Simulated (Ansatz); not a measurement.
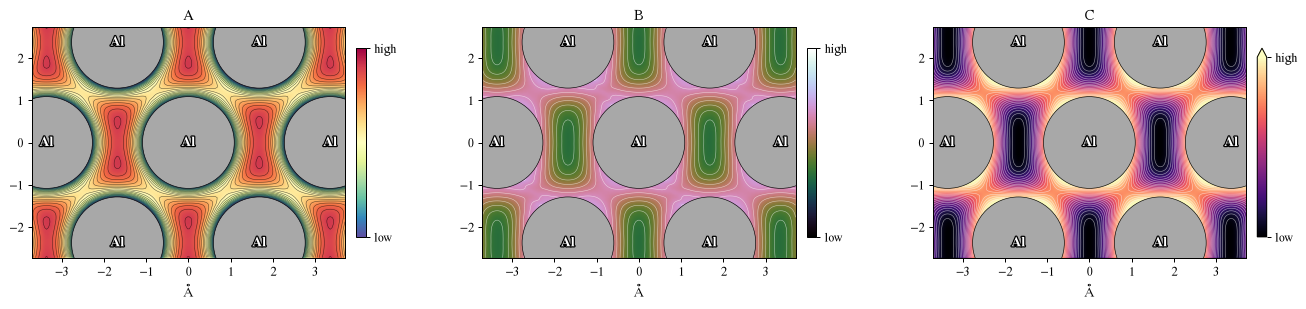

Al: 3 fields on the (101̄) plane of the conventional cell, with unlabelled colour scales. Grey discs cover the atomic cores.

Space group Im-3m; set up as Al, bcc; a generated structure, not necessarily the stable one; changed on purpose from its base cell (volume × 1.04); computed without spin polarisation.

Method: Ansatz, DFT, BLYP, plane waves (420 eV) with PAW, scalar-relativistic.

### The panels show electron localisation function, electrostatic potential energy of an electron and valence pseudo-density in some order. Assign them.

Panel A: electrostatic potential energy of an electron (low next to the atoms, rising into the space between them). Panel B: electron localisation function. Panel C: valence pseudo-density. From the grid: Al–Al (2.91 Å): ρ is about 0.18 e/Å³ halfway; the ELF peaks at about 0.70 between the atoms.
